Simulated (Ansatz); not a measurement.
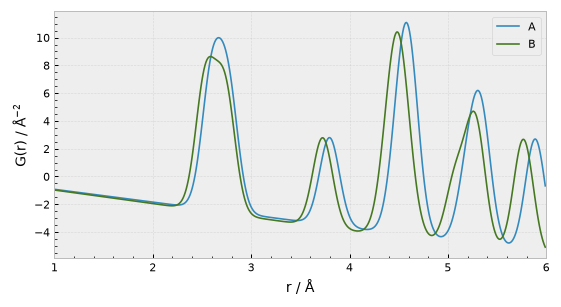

Computed X-ray G(r), with each pair weighted by the product of the atomic numbers (X-ray weights at Q = 0) and a uniform peak width σ = 0.10 Å. No termination ripples are included. Both curves are of V in space group P6_3/mmc, for two cells of different size. A: the end point of a relaxation with DFT, r2SCAN, plane waves (500 eV) with PAW, scalar-relativistic in Ansatz; the starting structure was generated, so it need not be a known form of this composition; B: the input geometry of an electronic-structure calculation (not necessarily at equilibrium); the starting structure was generated, so it need not be a known form of this composition.

Q: How does the volume of B compare with that of A?

A: Cell A is larger: the volume of B is 5.4 % below that of A (13.63 and 12.90 Å³ per atom), a mean linear change of -1.8 %. The shortest distance is 2.599 Å in A and 2.538 Å in B.

Q: Give both cells.

A: Cell A: a = 2.599 Å, b = 2.599 Å, c = 4.662 Å, α = 90.00°, β = 90.00°, γ = 120.00°
Cell B: a = 2.538 Å, b = 2.538 Å, c = 4.625 Å, α = 90.00°, β = 90.00°, γ = 120.00°
